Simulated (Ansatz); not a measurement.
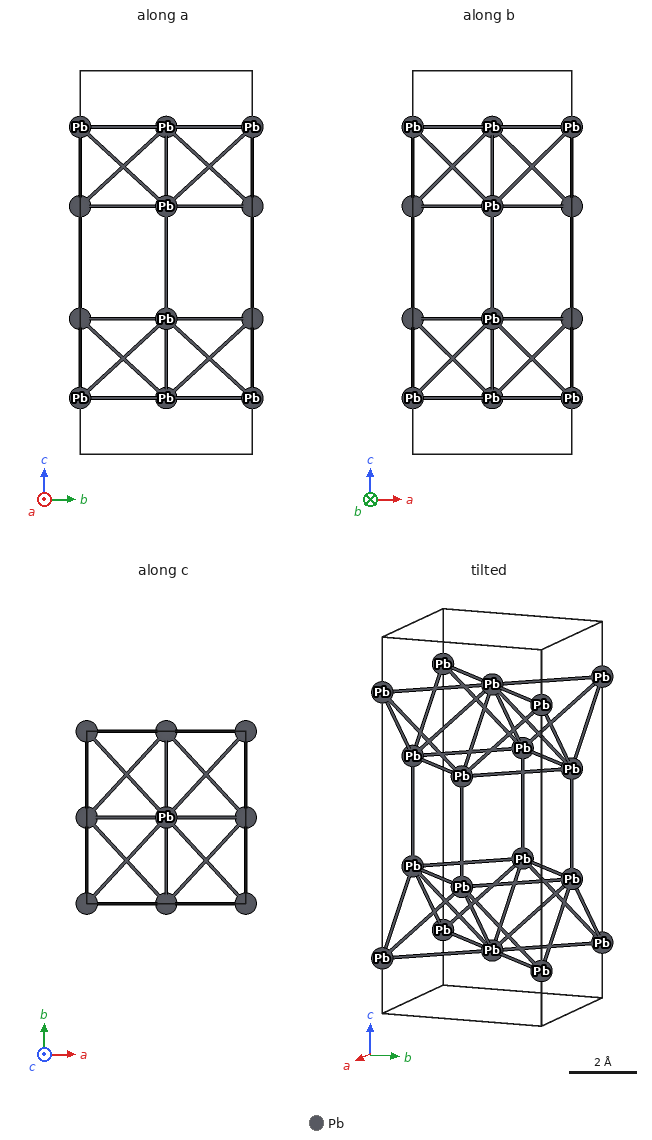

The image is a ball-and-stick drawing of a crystal, viewed along the a axis, along the b axis, along the c axis and slightly off an axis. Atoms at the boundary of the conventional unit cell (the box) are drawn once for each face, edge or corner they touch.

Lattice parameters: a = 4.7532 Å, b = 5.1505 Å, c = 11.4696 Å, α = 90.000°, β = 90.000°, γ = 90.000°.

Transcribe the picture into a CIF in P1 with every atom of the cell, with free fractional coordinates to two decimals.

Answer.
```cif
data_structure
_symmetry_space_group_name_H-M 'P 1'
_symmetry_Int_Tables_number 1
_cell_length_a 4.7532
_cell_length_b 5.1505
_cell_length_c 11.4696
_cell_angle_alpha 90.000
_cell_angle_beta 90.000
_cell_angle_gamma 90.000
_cell_volume 280.79
loop_
_atom_site_label
_atom_site_type_symbol
_atom_site_fract_x
_atom_site_fract_y
_atom_site_fract_z
_atom_site_occupancy
Pb1 Pb 0.50 0.00 0.35 1
Pb2 Pb 0.00 0.00 0.15 1
Pb3 Pb 0.50 0.50 0.85 1
Pb4 Pb 0.00 0.50 0.65 1
Pb5 Pb 0.00 0.00 0.85 1
Pb6 Pb 0.50 0.00 0.65 1
Pb7 Pb 0.00 0.50 0.35 1
Pb8 Pb 0.50 0.50 0.15 1
```

The structure comes from a structure type filled with this element by a generator (whether the element takes this form wasn't checked). The structure drawn was relaxed with DFT PBE, scalar-relativistic, plane waves, PAW in Ansatz 0.2.0.
